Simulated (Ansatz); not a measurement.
CuO: single-point calculation (part 2 of 2)

The same run, continued: CuO (C2/c, 8 atoms in the cell); DFT PBEsol+U, scalar-relativistic, plane waves, PAW, Ueff = 7 eV on Cu atom 1 d; Ueff = 7 eV on Cu atom 2 d; Ueff = 7 eV on Cu atom 5 d; Ueff = 7 eV on Cu atom 6 d, spin-polarised (Ansatz 0.2.0); cutoff 420 eV, 7×4×4 k-mesh, Gaussian smearing of 0.05 eV, collinear spins. The structure derives from an entry of the Crystallography Open Database. It belongs to a series of runs on one base structure; here: from atoms, default search.

Geometry of the input (Å; fractional positions):
```
2.3418  -1.7113  0.0000
4.6837  3.4226  0.0000
-0.8500  0.0000  5.0579
Cu -0.0000  0.2500  0.0000
Cu 0.5000  -0.0000  0.5000
O  0.5816  0.2092  0.2500
O  0.4184  0.2908  0.7500
Cu 0.0000  0.7500  0.0000
Cu 0.5000  0.5000  0.5000
O  0.5816  0.7092  0.2500
O  0.4184  0.7908  0.7500
```

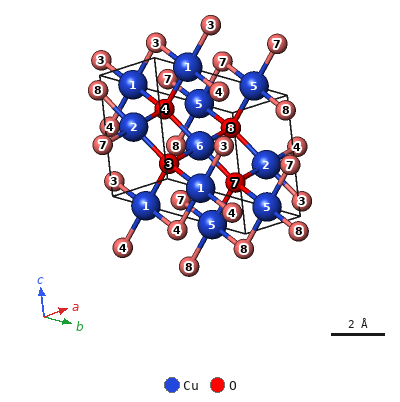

**Figure 1.** The structure (ball-and-stick view of the cell of the calculation, seen at an oblique angle; neighbours outside the cell are drawn fainter; atoms are numbered from 1 in the order of the input).

## Output, continued
```
--- Stress (GPa, compression-positive) ---
        0.162322       0.110237       0.060110
        0.110242       1.352110      -0.097081
        0.060156      -0.097061       0.442062
  P = ⅓ Tr σ = 0.6522 GPa (6.522 kbar)
--- Band table (eV; the first three rows and the last of 116) ---
  k-point 0 ↑: bands = ["-100.7862", "-100.7693", "-99.9918", "-99.9714", "-58.6655", "-58.6415", "-58.6232", "-58.6020", "-57.6503", "-57.6403", "-57.6236", "-57.6161", "-57.5937", "-57.5865", "-57.2840", "-57.2737", "-7.6992", "-6.8795", "-6.2977", "-6.0167", "2.7984", "3.7014", "3.8732", "4.0801", "4.2683", "4.6998", "5.0665", "5.1693", "5.4529", "5.5659", "5.8033", "5.9321", "5.9998", "6.1747", "6.2254", "6.3516", "6.4221", "6.4951", "7.1214", "7.6797", "7.8886", "8.0632", "8.2510", "8.7644", "9.1588", "9.1971", "9.6381", "9.7941", "10.9833", "11.1975", "12.8810", "13.4098", "13.4385", "16.8036", "17.9822", "18.2884", "19.0109", "20.1964", "23.1318", "23.2473", "24.6665", "25.2875", "27.4834"]
  k-point 1 ↑: bands = ["-100.7863", "-100.7693", "-99.9918", "-99.9714", "-58.6654", "-58.6415", "-58.6232", "-58.6020", "-57.6503", "-57.6401", "-57.6236", "-57.6162", "-57.5936", "-57.5864", "-57.2839", "-57.2737", "-7.5210", "-6.8203", "-6.5080", "-6.1287", "3.2648", "3.5255", "3.7568", "3.9417", "4.6635", "5.0104", "5.0984", "5.1744", "5.4442", "5.5199", "5.8525", "5.9372", "5.9948", "6.1621", "6.2374", "6.3448", "6.4642", "6.5118", "6.8771", "7.6810", "7.7912", "7.8705", "8.1686", "8.5567", "8.8241", "9.3470", "9.4932", "9.6361", "10.8351", "11.2317", "12.8733", "13.3477", "14.3211", "16.8179", "17.1825", "18.8163", "19.0588", "21.3793", "21.7715", "24.0606", "25.3073", "25.5504", "26.6357"]
  k-point 2 ↑: bands = ["-100.7863", "-100.7693", "-99.9919", "-99.9714", "-58.6654", "-58.6414", "-58.6231", "-58.6020", "-57.6503", "-57.6400", "-57.6236", "-57.6162", "-57.5936", "-57.5863", "-57.2839", "-57.2736", "-7.0949", "-7.0183", "-6.7087", "-6.2373", "3.3593", "3.7367", "3.8465", "4.3043", "4.3204", "4.9712", "5.2069", "5.3914", "5.4524", "5.8184", "5.9632", "5.9746", "5.9971", "6.0797", "6.2025", "6.2860", "6.3750", "6.4578", "6.6003", "7.6820", "7.7431", "7.9286", "7.9871", "8.0891", "8.3999", "9.1538", "9.7786", "9.8279", "10.6197", "11.1932", "12.7983", "13.3046", "15.8211", "15.8333", "17.1199", "18.5316", "20.0587", "20.5926", "23.6428", "23.6523", "24.8570", "26.2119", "26.2251"]
  k-point 57 ↓: bands = ["-100.7859", "-100.7679", "-99.9909", "-99.9704", "-58.6648", "-58.6480", "-58.6244", "-58.6067", "-57.6501", "-57.6413", "-57.6330", "-57.6186", "-57.6025", "-57.5857", "-57.2927", "-57.2730", "-6.8400", "-6.4163", "-6.3363", "-5.9186", "3.6078", "3.8375", "4.0737", "4.2254", "4.4018", "4.8845", "4.9870", "5.0944", "5.1829", "5.4000", "5.6348", "5.8817", "6.0103", "6.0954", "6.2005", "6.2650", "6.3162", "6.5251", "7.1676", "7.2710", "7.5968", "7.8116", "8.1398", "8.2281", "8.4234", "8.9401", "9.1403", "9.6335", "9.7205", "10.9503", "12.4640", "13.1926", "16.4266", "17.0845", "18.5702", "18.8067", "19.9646", "20.0907", "21.5493", "21.8209", "23.5593", "23.9589", "25.0344"]
Occupation matrices written to [file]
--- Löwdin populations: 8 sites ---
  site symbol       q [e]    m [muB]
     0     Cu     17.9499     0.5426
     1     Cu     17.9473     0.5460
     2      O      6.9397     0.1844
     3      O      6.9268     0.2086
     4     Cu     17.9499    -0.5426
     5     Cu     17.9473    -0.5460
     6      O      6.9397    -0.1844
     7      O      6.9268    -0.2086
  spilling = 0.004726 (of n_electrons = 100.000000)
--- Occupation matrices: 4 shells (run DFT+U table (all-electron-ortho-atomic); ε = 3.02e-3) ---
  Cu0 d_3D: site group Ci (-1)
  Cu0 d_3D up     Tr n = 4.9672  λ = 0.985 0.989 0.997 0.998 0.998  [xy 0.73 Ag(1.00) | xz 0.56 Ag(1.00) | 3× z2 0.30 Ag(1.00)]
  Cu0 d_3D dn     Tr n = 4.4086  λ = 0.434 0.982 0.997 0.998 0.998  [xz 0.61 Ag(1.00) | xy 0.72 Ag(1.00) | 3× z2 0.30 Ag(1.00)]
  Cu1 d_3D: site group Ci (-1)
  Cu1 d_3D up     Tr n = 4.9653  λ = 0.985 0.988 0.997 0.998 0.998  [2× xy 0.36 Ag(1.00) | 3× z2 0.30 Ag(1.00)]
  Cu1 d_3D dn     Tr n = 4.4082  λ = 0.432 0.983 0.997 0.998 0.998  [xz 0.61 Ag(1.00) | xy 0.73 Ag(1.00) | 3× z2 0.30 Ag(1.00)]
  Cu4 d_3D: site group Ci (-1)
  Cu4 d_3D up     Tr n = 4.4086  λ = 0.434 0.982 0.997 0.998 0.998  [xz 0.61 Ag(1.00) | xy 0.72 Ag(1.00) | 3× z2 0.30 Ag(1.00)]
  Cu4 d_3D dn     Tr n = 4.9672  λ = 0.985 0.989 0.997 0.998 0.998  [xy 0.73 Ag(1.00) | xz 0.56 Ag(1.00) | 3× z2 0.30 Ag(1.00)]
  Cu5 d_3D: site group Ci (-1)
  Cu5 d_3D up     Tr n = 4.4082  λ = 0.432 0.983 0.997 0.998 0.998  [xz 0.61 Ag(1.00) | xy 0.73 Ag(1.00) | 3× z2 0.30 Ag(1.00)]
  Cu5 d_3D dn     Tr n = 4.9653  λ = 0.985 0.988 0.997 0.998 0.998  [2× xy 0.36 Ag(1.00) | 3× z2 0.30 Ag(1.00)]
  Tr n, λ and their labels are of the run-group-symmetrised matrices; stabiliser: 2 of 8 elements of G0×{1,Θ} (closed), max defect 1.9e-15 at τ = 6.4e-4
```

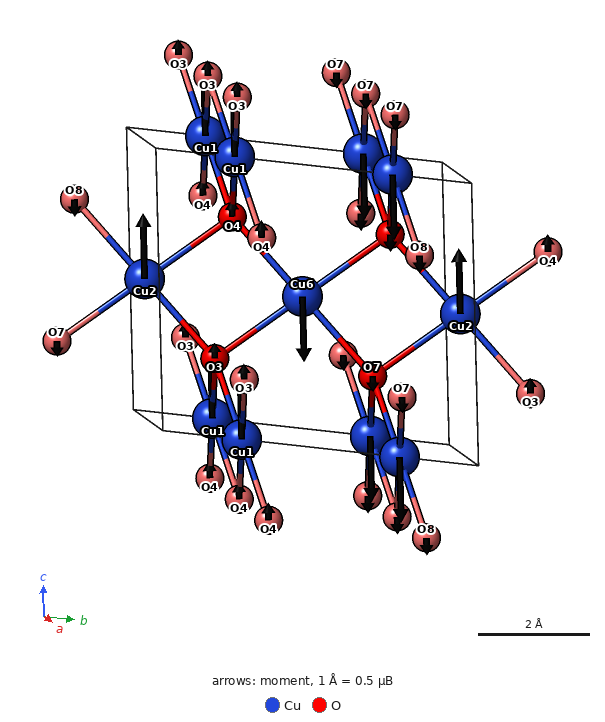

**Figure 2.** Magnetic moments of the sites as black arrows (ball-and-stick view of the cell of the calculation, seen slightly off an axis; neighbours outside the cell are drawn fainter; atoms are numbered from 1 in the order of the input); small moments hardly show. The run is collinear, so the axis drawn is arbitrary. Site moments: Cu5 (−0.60 μB); Cu1, Cu2 (0.60 μB); Cu6 (−0.60 μB); O4 (0.16 μB); O8 (−0.16 μB); O3 (0.15 μB); O7 (−0.15 μB). They are counted near the atoms and needn't add up to the moment of the cell.

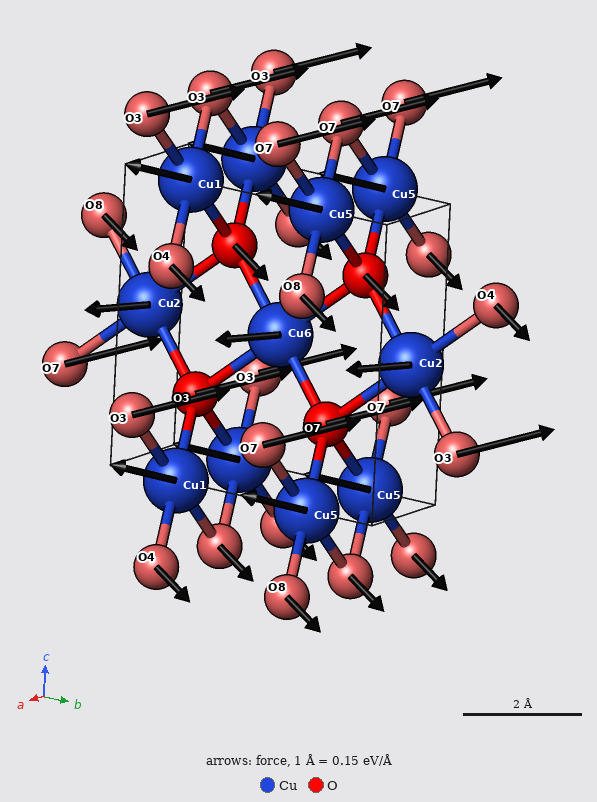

**Figure 3.** Forces on the atoms as black arrows (ball-and-stick view of the cell of the calculation, seen slightly off an axis; neighbours outside the cell are drawn fainter; atoms are numbered from 1 in the order of the input). The largest act on O3, O7 (0.26 eV/Å); Cu1, Cu5 (0.19 eV/Å); Cu2, Cu6 (0.18 eV/Å); O4, O8 (0.13 eV/Å). The geometry is not a stationary point of this energy.

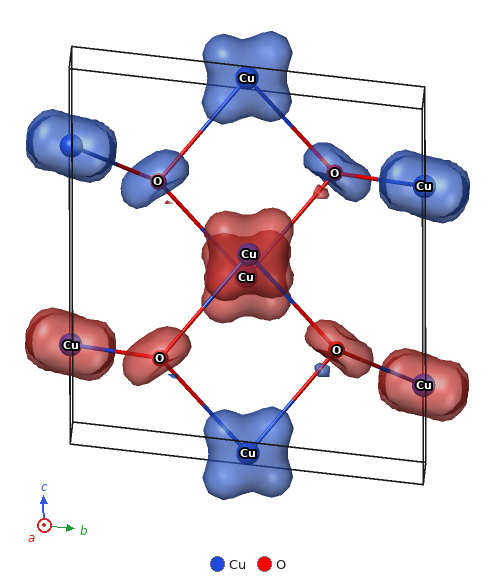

**Figure 4.** Isosurfaces of the spin density at +0.15 (blue) and −0.15 e/Å³ (red), seen at an oblique angle. Sticks mark near contacts. The outline is the cell set on symmetry axes of the magnetic structure. The cell of the calculation (8 atoms) carries 0.0 μB net. Core electrons are frozen (PAW), so the fields are smoothed inside the atomic spheres.

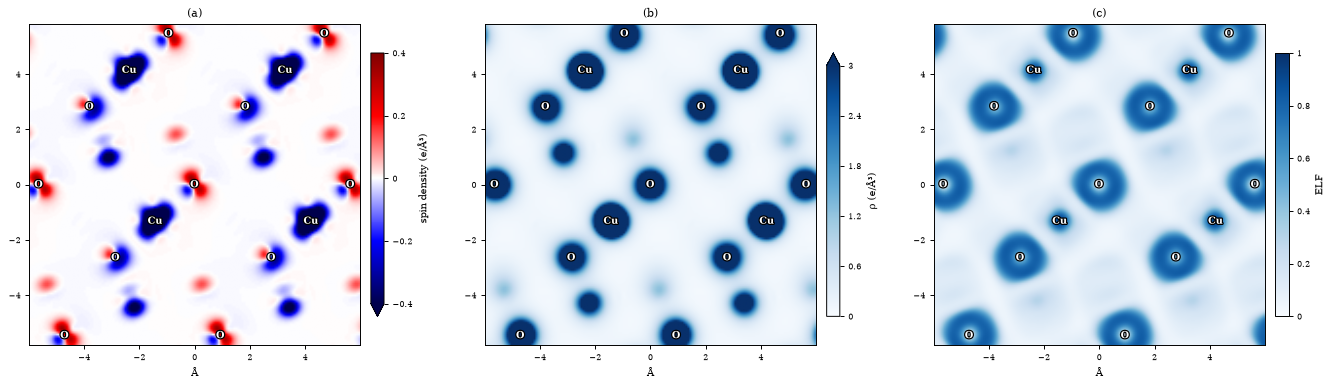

**Figure 5.** (a) spin density (up minus down); (b) valence charge density (pseudo); (c) ELF on the (11̄0) plane of the conventional cell of the magnetic structure. The plane passes through O and Cu nuclei. Cu–O (1.95 Å): ρ is about 0.65 e/Å³ halfway; the ELF is about 0.20 at the midpoint. Away from the nuclei the density in this plane falls to 0.06 e/Å³ at its lowest. The strong features right at Cu lie inside the PAW spheres (semicore, d or f shells) and say nothing about bonding. The cell of the calculation (8 atoms) carries 0.0 μB net.

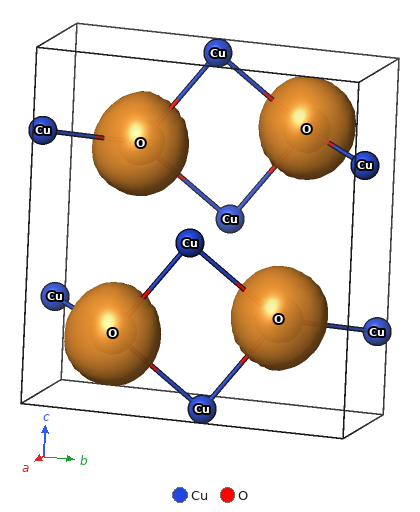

**Figure 6.** Isosurface of the electron localisation function at 0.7 (orange), seen slightly off an axis. Only the valence region is drawn (cores and ρ < 0.01 e/Å³ removed). Sticks mark near contacts. The outline is the cell set on symmetry axes of the magnetic structure. Along the contacts the grid gives the following. Cu–O (1.95 Å): the ELF is about 0.20 at the midpoint.

## Key numbers

```csv
quantity,value
outcome,converged
space group (tolerance 0.01 Å),C2/c (15)
electrons treated,100
free energy,−28587.6649 eV
Fermi energy,11.582 eV
gap on the k-point mesh,0.70 eV
net moment of the cell,0.00 μB
integrated absolute moment,3.33 μB
pressure,0.65 GPa
largest force (length of the vector),0.260 eV/Å
wall time,15 s (CPU time 55 s)
peak memory,0.79 GiB
```
